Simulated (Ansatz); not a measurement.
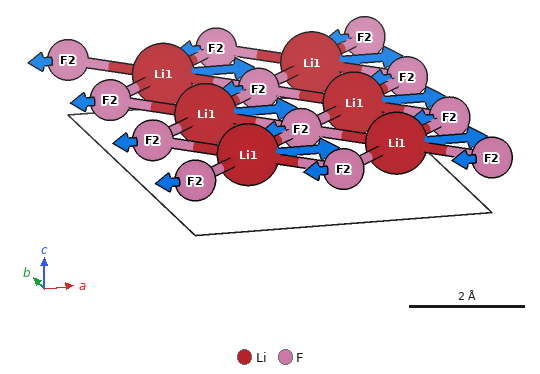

Normal modes of a free-standing layer of LiF (a generated structure), at the zone centre. The optical levels lie at 428 (×2), 450 cm⁻¹. One mode is drawn. Displacements are drawn as blue arrows; their common scale and sign are arbitrary. The picture is a ball-and-stick view of the 2 × 3 repeat of the cell, outlined in the plane, without the vacuum, seen slightly off an axis.

Computed with DFT PBE, scalar-relativistic, plane waves, PAW in Ansatz 0.2.0. Settings: plane-wave cutoff 420 eV; k-point mesh 8 × 8 × 1; occupations fixed; no spin polarisation.

Frequencies are those without the non-analytic (LO–TO) term.

Q: Which of these frequencies is the drawn mode's?

A: The level at 428 cm⁻¹. This is the E_u mode (doubly degenerate; one member of the set is drawn), the lowest optical level, infrared-active by symmetry. The Li sublattice moves against the F sublattice, along a of the drawn cell; the kinetic energy is shared as Li 73 %, F 27 %.
